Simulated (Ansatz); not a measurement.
SrO

The calculation's input:

```
crystal:
  lattice:
    - [0.0265728912, 2.5798923523, 2.5798923523]
    - [2.5798923523, 0.0265728912, 2.5798923523]
    - [2.6064652436, 2.6064652436, 1.0e-10]
  atoms:
    - { symbol: Sr, position: [0.0, 0.0, 0.0] }
    - { symbol: O, position: [0.5, 0.5, 0.5] }
kpoints:
  mp_grid: { grid: [6, 6, 6] }
  band_path:
    path:
      - [0.0, 0.0, 0.0]
      - [0.5, 0.0, 0.5]
      - [0.625, 0.25, 0.625]
      - [0.375, 0.375, 0.75]
      - [0.5, 0.5, 0.5]
      - [0.5, 0.25, 0.75]
    npoints: 1
hamiltonian:
  xc: hse06
scf:
  occupations: { method: fixed }
  n_extra_bands: 4
output:
  forces: true
  stress: true
  eigenvalues: true
  write_density: true
  write_potential: true
  elf: true
  volumetric_format: npy
```

Launched as:

```sh
ansatz run input.yaml --threads 4 --pin off --max-ram 3686MiB --backend cpu --events-out ev --progress --plain --runs-dir out
```

Below, planes, directions and counts refer to the conventional cell (a = 3.61 Å, b = 3.69 Å, c = 5.16 Å, α = 90.00°, β = 90.00°, γ = 90.00°).

Space group Immm; started from the rocksalt prototype, which need not be the ambient phase; changed on purpose from its base cell (shear xy strain +2.1%).

The calculation used DFT, HSE06, plane waves, PAW in Ansatz.

> Predict the valence pseudo-density and electron localisation function between the atoms.

Sr–O (2.58 Å): ρ at the midpoint is about 0.23 e/Å³; the ELF is about 0.10 at the midpoint: a closed-shell, largely ionic contact.

> Does the calculation give a band gap?

It is gapped, with a Kohn–Sham gap of 4.8 eV on the k-point mesh (the band edges may lie off the mesh, which would make the gap smaller).

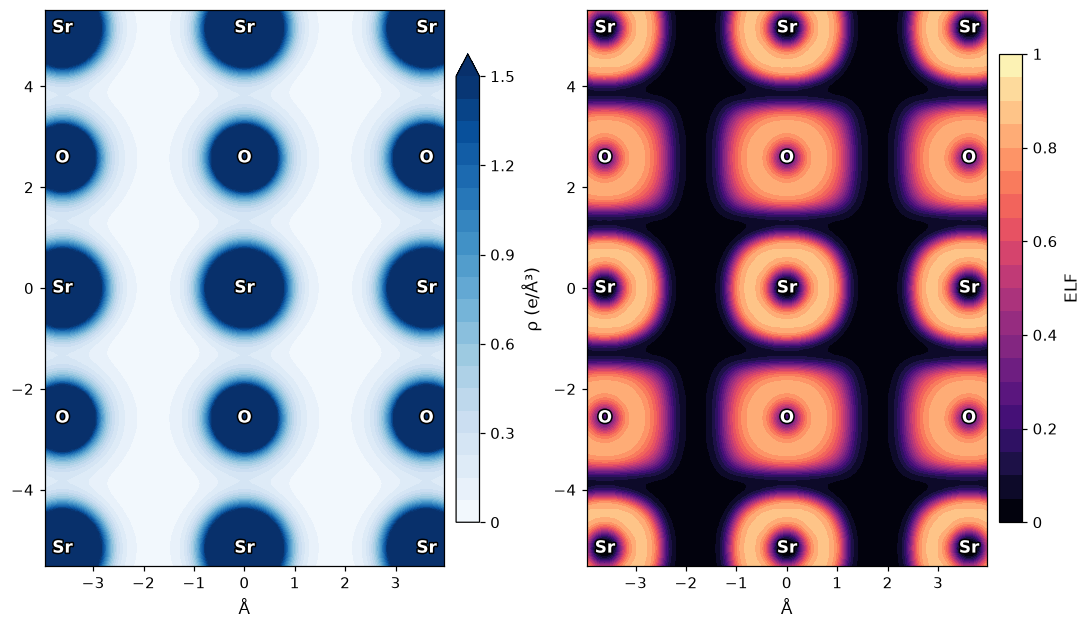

Computed valence pseudo-density and electron localisation function on the (010) plane of the conventional cell, in this order. 

In a PAW calculation such maps are meaningful between the atoms, not at the nuclei.
